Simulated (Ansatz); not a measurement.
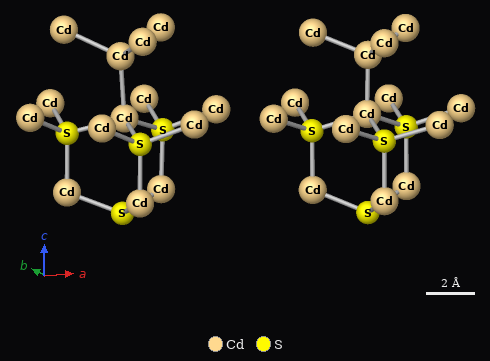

Two geometries of a defect cell of composition Cd₄₉S₄₇ (cell charge −2), drawn at one scale. One is the start of a relaxation, the other its converged end. The picture is a ball-and-stick view of the atoms within 4.2 Å of the atom that moves most (axes of the cell of the calculation (origin shifted)), seen slightly off an axis.

Method: DFT, PBEsol, PAW, plane waves (Ansatz). (plane-wave cutoff 420 eV; k-point mesh 1 × 1 × 1; mesh shifted by (0.25, 0.25, 0.25); collinear spin; atoms relaxed in a fixed cell; force threshold 0.03 eV/Å; at most 80 steps)

> Which of the two is the end point?

The left one is the relaxed one. The energy falls by 0.820 eV per cell of the calculation in 3 geometry steps. The largest force component goes from 1 to 0.029 eV/Å. A Cd atom moves most: 0.23 Å along [1 0 −2]. Largest moves by element: Cd 0.23 Å, S 0.17 Å. The lattice vectors keep their values. Among the contacts that change: Cd–Cd 2.508 → 2.710 Å, Cd–Cd 2.518 → 2.684 Å, Cd–S 2.500 → 2.556 Å, Cd–S 2.562 → 2.515 Å. Bond angles that change, for instance: Cd–Cd–S 109.5° → 103.3°, Cd–Cd–Cd 108.8° → 114.4°, Cd–Cd–Cd 110.3° → 104.8°.

Limits of the set-up: the cell is charged, on a uniform background, and energies carry no finite-size correction.
